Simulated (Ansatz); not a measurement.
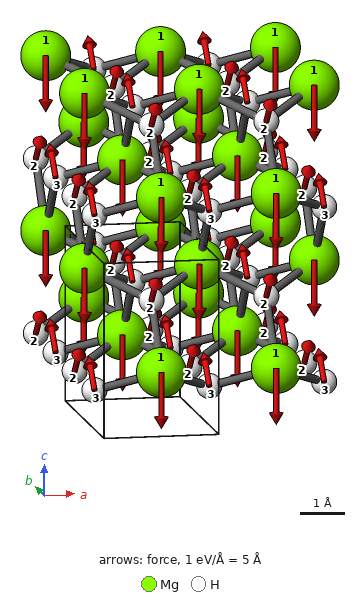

Starting geometry of a crystal of MgH2 (a generated structure, set up in Imm2) (coarse preliminary run) with the computed forces as red arrows. Style: ball-and-stick. Shown: the conventional cell (2 times the calculation's cell), repeated 2 × 2 × 2 with one cell outlined, slightly off an axis. Lengths and directions refer to the drawn axes.

Method: DFT PBE, scalar-relativistic, plane waves, PAW in Ansatz 0.2.0.

The input:
```yaml
crystal:
  lattice:
    - [-1.34808434, 2.37615777, 2.05213045]
    - [1.34808434, -2.37615777, 2.05213045]
    - [1.34808434, 2.37615777, -2.05213045]
  atoms:
    - { symbol: Mg, position: [0.36561842, 0.86561842, 0.5] }
    - { symbol: H, position: [0.97895688, 0.22392347, 0.75503341] }
    - { symbol: H, position: [0.46889005, 0.22392347, 0.24496659] }
basis:
  ecutwfc: 420
kpoints:
  mp_grid: { grid: [8, 8, 8] }
hamiltonian:
  xc: pbe
scf:
  occupations: { method: gaussian, width: 0.1 }
  lower_state_search: "off"
output:
  forces: true
  stress: true
  eigenvalues: true
relax:
  adjacent_minimum: "off"
  f_tol: 0.04
  max_steps: 70
  cell: { stress_tol: 0.4 }
```

Command:
```bash
ansatz run input.yaml --threads 1 --pin off --max-ram 2560MiB --backend cpu --events-out ev --progress --plain --runs-dir out
```

Q: Is this structure relaxed? If not, where do the atoms go?

A: It isn't relaxed: the largest force vector, on Mg1, is 0.27 eV/Å. The atoms end up moving mostly along the starting forces (cosine between the two patterns 0.90). The largest move relative to the cell is that of Mg1, 0.32 Å along −c. By element the largest moves are Mg 0.32 Å, H 0.16 Å. Cell: a 2.696 → 3.332 Å (+23.6 %), b 4.752 → 4.758 Å (+0.1 %), c 4.104 → 3.392 Å (−17.4 %). Volume +2.2 %. Near-neighbour distances that change, for instance: Mg1–H2 2.899 → 2.069 Å, Mg1–Mg1 2.696 → 3.332 Å, Mg1–H2 (another image) 1.874 → 2.049 Å, Mg1–H2 (another image) 1.906 → 2.069 Å. New bonds form: Mg1–H2 (2.90 → 2.07 Å), Mg1–H3 (2.90 → 2.07 Å). Bond angles that change, for instance: H2–Mg1–H3 143.8° → 180.0°, Mg1–H3–Mg1 129.4° → 109.5°, H2–Mg1–H2 129.4° → 109.5°. The space group (tolerance 0.01 Å) goes from Imm2 (No. 44) to Immm (No. 71). After 10 accepted moves (13 points after the start) the energy has fallen by 0.251 eV per cell of the calculation. Largest force component: 0.27 eV/Å at the start, 0.0018 eV/Å at the end. The pressure goes from 10.81 to 0.01 GPa. The line search rejected the trial step at point 6 of the run. The SCF was repeated twice at an unchanged geometry on a basis and grid sized afresh for the cell, which shifted the energy by 10.5 meV per cell of the calculation at most. The run took 45 s on 1 thread of Arm Neoverse V1 (shared host), peak memory 0.3 GiB.
